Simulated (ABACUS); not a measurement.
**Single-point calculation at one volume of an equation of state of RbBr (part 2 of 2)**

The same run, continued: RbBr (Fm-3m, 2 atoms in the cell); Kohn-Sham DFT of a periodic cell, LDA, PseudoDojo NC SR 0.4.1 LDA standard, no spin polarisation (ABACUS 3.10.1); cutoff 598.65 eV, 6×6×6 k-mesh, fermi-dirac of 0.05 eV. The structure derives from an entry of the Crystallography Open Database. It belongs to a series of runs on one base structure; here: volume scaled by 1.06.

Geometry of the input (Å; fractional positions):
```
0.0000  3.4942  3.4942
3.4942  0.0000  3.4942
3.4942  3.4942  0.0000
Rb 0.0000  0.0000  0.0000
Br 0.5000  0.5000  0.5000
```

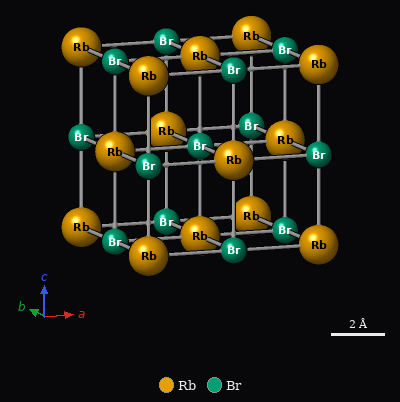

Fig. 1: The structure as given in the input (ball-and-stick view of the cell 4 times as large as that of the calculation, set on its symmetry axes, seen slightly off an axis). An atom can appear more than once, as a periodic image.

## Output, continued
```
 PW ALGORITHM --------------- ION=   1  ELEC=   1--------------------------------
 Notice: Threshold on eigenvalues was too large.
 hsover_error=0.16 > DRHO=0.0909451
 Origin diag ethr = 0.01
 New diag ethr = 0.000568407

 Density error is 0.0874298335784
                          Error Threshold = 0.000568406831937
----------------------------------------------------------
     Energy           Rydberg                 eV
----------------------------------------------------------
 E_KohnSham     -86.0085498576       -1170.2063547806
 E_Harris       -86.0412172878       -1170.6508179699
 E_Fermi        0.1445826154         1.9671474007
----------------------------------------------------------

 PW ALGORITHM --------------- ION=   1  ELEC=   2--------------------------------

 Density error is 0.005172188475
                          Error Threshold = 0.000546436459865
----------------------------------------------------------
     Energy           Rydberg                 eV
----------------------------------------------------------
 E_KohnSham     -86.0282747320       -1170.4747254641
 E_Harris       -86.1487884107       -1172.1143981823
 E_Fermi        0.1328020755         1.8068649335
----------------------------------------------------------

 PW ALGORITHM --------------- ION=   1  ELEC=   3--------------------------------

 Density error is 0.000666736535335
                          Error Threshold = 3.23261779687e-05
----------------------------------------------------------
     Energy           Rydberg                 eV
----------------------------------------------------------
 E_KohnSham     -86.0287743194       -1170.4815226996
 E_Harris       -86.0236574265       -1170.4119037998
 E_Fermi        0.1775268604         2.4153768500
----------------------------------------------------------

 PW ALGORITHM --------------- ION=   1  ELEC=   4--------------------------------

 Density error is 7.20552365181e-06
                          Error Threshold = 4.16710334584e-06
----------------------------------------------------------
     Energy           Rydberg                 eV
----------------------------------------------------------
 E_KohnSham     -86.0288255305       -1170.4822194627
 E_Harris       -86.0298318414       -1170.4959110244
 E_Fermi        0.2539613120         3.4553209151
----------------------------------------------------------

 PW ALGORITHM --------------- ION=   1  ELEC=   5--------------------------------

 Density error is 4.34266745301e-07
                          Error Threshold = 4.50345228238e-08
----------------------------------------------------------
     Energy           Rydberg                 eV
----------------------------------------------------------
 E_KohnSham     -86.0288275949       -1170.4822475499
 E_Harris       -86.0289526569       -1170.4839491056
 E_Fermi        0.2540605038         3.4566704886
----------------------------------------------------------

 PW ALGORITHM --------------- ION=   1  ELEC=   6--------------------------------

 Density error is 2.0392379423e-08
                          Error Threshold = 2.71416715813e-09
----------------------------------------------------------
     Energy           Rydberg                 eV
----------------------------------------------------------
 E_KohnSham     -86.0288276676       -1170.4822485392
 E_Harris       -86.0284226867       -1170.4767384917
 E_Fermi        0.2541564969         3.4579765412
----------------------------------------------------------

 PW ALGORITHM --------------- ION=   1  ELEC=   7--------------------------------

 Density error is 1.23108614951e-09
                          Error Threshold = 1.27452371394e-10
----------------------------------------------------------
     Energy           Rydberg                 eV
----------------------------------------------------------
 E_KohnSham     -86.0288276732       -1170.4822486158
 E_KS(sigma->0) -86.0288276732       -1170.4822486157
 E_Harris       -86.0288619410       -1170.4827148534
 E_band         -8.6402940210        -117.5572310807
 E_one_elec     -21.3771897187       -290.8515874008
 E_Hartree      15.2879054326        208.0026243691
 E_xc           -24.4097344665       -332.1114754115
 E_Ewald        -55.5298089207       -755.5218101725
 E_entropy(-TS) -0.0000000000        -0.0000000001
 E_descf        0.0000000000         0.0000000000
 E_exx          0.0000000000         0.0000000000
 E_Fermi        0.2541593050         3.4580147474
----------------------------------------------------------

 charge density convergence is achieved
 final etot is -1170.4822486 eV
 EFERMI = 3.4580147474 eV

 STATE ENERGY(eV) AND OCCUPATIONS    NSPIN == 1
 1/4 kpoint (Cartesian) = 0.0000 0.0000 0.0000 (2741 pws)
       1       -23.8777     0.00925926
       2       -11.6069     0.00925926
       3       -7.94598     0.00925926
       4       -7.94598     0.00925926
       5       -7.94598     0.00925926
       6       0.590548     0.00925926
       7       0.590548     0.00925926
       8       0.590548     0.00925926
       9        4.40561    5.44376e-11
      10        7.61323    7.49580e-39
      11        7.61323    7.49580e-39
      12        7.61323    7.49580e-39

 2/4 kpoint (Cartesian) = 0.023849 0.023849 0.023849 (2806 pws)
       1       -23.8759      0.0740741
       2       -11.6140      0.0740741
       3       -7.94803      0.0740741
       4       -7.94803      0.0740741
       5       -7.93955      0.0740741
       6       0.290552      0.0740741
       7       0.504884      0.0740741
       8       0.504884      0.0740741
       9        5.03108    1.60764e-15
      10        7.44418    1.76311e-36
      11        7.92587    1.15450e-40
      12        7.92587    1.15450e-40

 3/4 kpoint (Cartesian) = 0.047698 0.047698 0.047698 (2824 pws)
       1       -23.8723      0.0740741
       2       -11.6281      0.0740741
       3       -7.95202      0.0740741
       4       -7.95202      0.0740741
       5       -7.92682      0.0740741
       6      -0.173634      0.0740741
       7       0.344174      0.0740741
       8       0.344174      0.0740741
       9        6.27638    2.45271e-26
      10        7.49522    6.35260e-37
      11        8.79310    3.38636e-48
      12        8.79310    3.38636e-48

 4/4 kpoint (Cartesian) = 0.071547 0.071547 0.071547 (2824 pws)
       1       -23.8705      0.0370370
       2       -11.6351      0.0370370
       3       -7.95399      0.0370370
       4       -7.95399      0.0370370
       5       -7.92054      0.0370370
       6      -0.366141      0.0370370
       7       0.268427      0.0370370
       8       0.268427      0.0370370
       9        6.90603    4.16437e-32
      10        7.79325    8.18914e-40
      11        9.68933    2.78050e-56
      12        9.68933    2.78050e-56

------------------------------------------------------------------------------------------
 TOTAL-FORCE (eV/Angstrom)
------------------------------------------------------------------------------------------
                       Rb1         0.0000000000         0.0000000000         0.0000000000
                       Br1         0.0000000000         0.0000000000         0.0000000000
------------------------------------------------------------------------------------------

----------------------------------------------------------------
 TOTAL-STRESS (KBAR)
----------------------------------------------------------------
       -18.5835662313         0.0000000000        -0.0000000000
         0.0000000000       -18.5835662313        -0.0000000000
         0.0000000000        -0.0000000000       -18.5835662313
----------------------------------------------------------------
 TOTAL-PRESSURE: -18.583566 KBAR

 --------------------------------------------
 !FINAL_ETOT_IS -1170.4822486157627282 eV
 --------------------------------------------
```

## Standard output
```
,Local thread limit: 192
                              ABACUS v3.10.1

               Atomic-orbital Based Ab-initio Computation at UStc

 dft_functional readin is: pz
 dft_functional in pseudopot file is: SLAPWNOGXNOGC
 Please make sure this is what you need
 dft_functional readin is: pz
 dft_functional in pseudopot file is: SLAPWNOGXNOGC
 Please make sure this is what you need

%%%%%%%%%%%%%%%%%%%%%%%%%%%%%%%%%%%%%%%%%%%%%%%%%%%%%%%%%%%%%%%%%%%%%%%%%%%%%%%%%%%%%%%%%%%%%%%%%%%%%%%%%
 Warning: the number of valence electrons in pseudopotential > 1 for Rb: [Kr] 5s1
 Pseudopotentials with additional electrons can yield (more) accurate outcomes, but may be less efficient.
 If you're confident that your chosen pseudopotential is appropriate, you can safely ignore this warning.
%%%%%%%%%%%%%%%%%%%%%%%%%%%%%%%%%%%%%%%%%%%%%%%%%%%%%%%%%%%%%%%%%%%%%%%%%%%%%%%%%%%%%%%%%%%%%%%%%%%%%%%%%

 UNIFORM GRID DIM        : 40 * 40 * 40
 UNIFORM GRID DIM(BIG)   : 40 * 40 * 40
 ---------------------------------------------------------
 Self-consistent calculations for electrons
 ---------------------------------------------------------
 SPIN    KPOINTS         PROCESSORS  THREADS
 1       16              4           4
 ---------------------------------------------------------
 Use plane wave basis
 ---------------------------------------------------------
 ELEMENT NATOM       XC
 Rb      1
 Br      1
 ---------------------------------------------------------
 Initial plane wave basis and FFT box
 ---------------------------------------------------------
 -------------------------------------------
 SELF-CONSISTENT :
 -------------------------------------------
 START CHARGE      : atomic
 ITER       ETOT/eV          EDIFF/eV         DRHO     TIME/s
 DA1     -1.17020635e+03   0.00000000e+00   8.7430e-02   0.45
 DA2     -1.17047473e+03  -2.68370684e-01   5.1722e-03   0.21
 DA3     -1.17048152e+03  -6.79723548e-03   6.6674e-04   0.19
 DA4     -1.17048222e+03  -6.96763125e-04   7.2055e-06   0.19
 DA5     -1.17048225e+03  -2.80871703e-05   4.3427e-07   0.25
 DA6     -1.17048225e+03  -9.89315663e-07   2.0392e-08   0.22
 DA7     -1.17048225e+03  -7.65540570e-08   1.2311e-09   0.20
----------------------------------------------------------------
 TOTAL-STRESS (KBAR)
----------------------------------------------------------------
       -18.5835662313         0.0000000000        -0.0000000000
         0.0000000000       -18.5835662313        -0.0000000000
         0.0000000000        -0.0000000000       -18.5835662313
----------------------------------------------------------------
 TOTAL-PRESSURE: -18.583566 KBAR
```

## Results in brief

```json
{"quantity": "outcome", "value": "converged"}
{"quantity": "space group (tolerance 0.01 Å)", "value": "Fm-3m (225)"}
{"quantity": "electrons treated", "value": "16"}
{"quantity": "free energy", "value": "−1170.4822 eV"}
{"quantity": "Fermi energy", "value": "3.458 eV"}
{"quantity": "gap on the k-point mesh", "value": "3.82 eV"}
{"quantity": "pressure", "value": "−1.86 GPa"}
{"quantity": "largest force (length of the vector)", "value": "under 0.001 eV/Å"}
{"quantity": "hardware", "value": "4 threads of Intel Xeon (Granite Rapids), 128 GiB of memory available, shared host"}
{"quantity": "wall time", "value": "2.2 s (CPU time 8 s)"}
{"quantity": "peak memory", "value": "0.28 GiB"}
```
